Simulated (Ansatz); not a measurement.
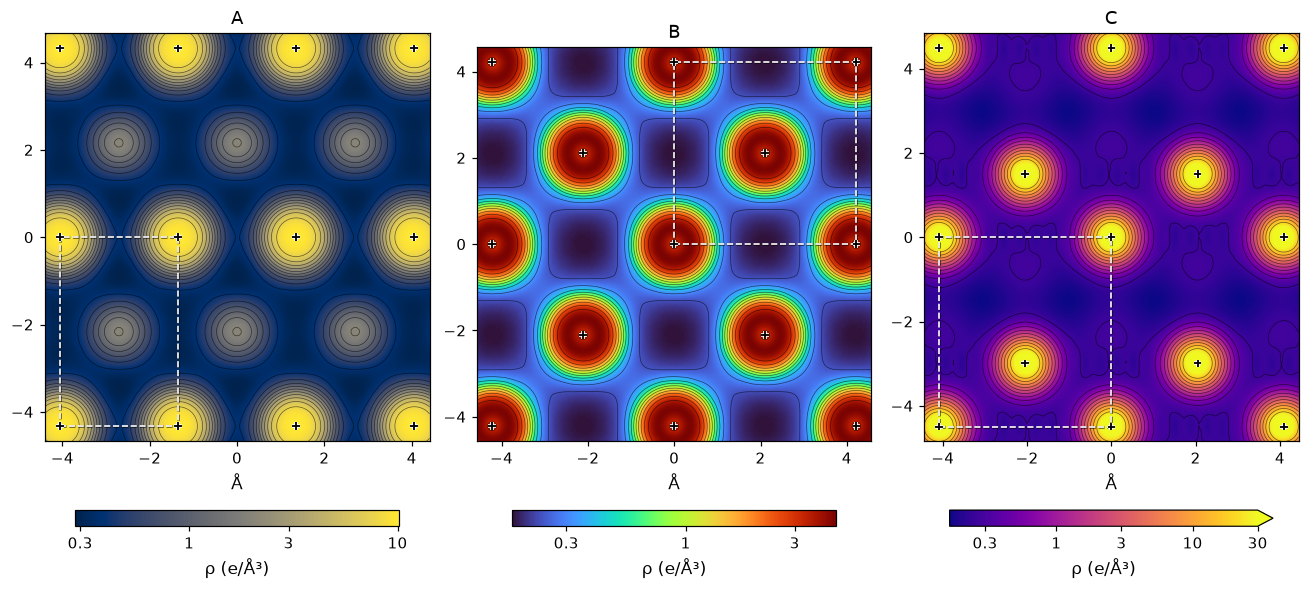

The valence pseudo-density of 3 systems, each on a plane through atoms (crosses mark nuclei in the plane).

Theory: Ansatz 0.2.0, DFT, PBEsol, PAW with Ansatz's default frozen-core files, scalar-relativistic.

System 1: Ta, the (010) plane of the conventional cell. Space group Fm-3m; computed pressure about −6 GPa in this cell; computed without spin polarisation.

System 2: Co, the (110) plane of the conventional cell. Space group P6₃/mmc; changed on purpose from its base cell (equal xx and yy strain of +3 %, PAW files); computed pressure about −24 GPa in this cell; spin-polarised.

```
CELL_PARAMETERS angstrom
2.59457 0.00000 0.00000
-1.29729 2.24696 0.00000
0.00000 0.00000 4.09100
ATOMIC_POSITIONS crystal
Co 0.33333 0.66667 0.25000
Co 0.66667 0.33333 0.75000
```

System 3: Ru, the (100) plane of the conventional cell. Space group P6₃/mmc; changed on purpose from its base cell (zz strain of +1 %, PAW files); computed pressure about −9 GPa in this cell; computed without spin polarisation.

```xyz
2
Lattice="2.7058 0.0000 0.0000 -1.3529 2.3433 0.0000 0.0000 0.0000 4.3247" Properties=species:S:1:pos:R:3 pbc="T T T"
Ru    0.0000    1.5622    1.0812
Ru    1.3529    0.7811    3.2435
```

> Which map belongs to which system?

Panel A is system 3, Ru: the plane holds Ru. Panel B is system 1, Ta: the plane holds Ta. Ta–Ta (2.98 Å): the density is about 0.27 e/Å³ at the midpoint. Panel C is system 2, Co: the plane holds Co. Co–Co (2.54 Å): ρ at the midpoint is about 0.31 e/Å³.
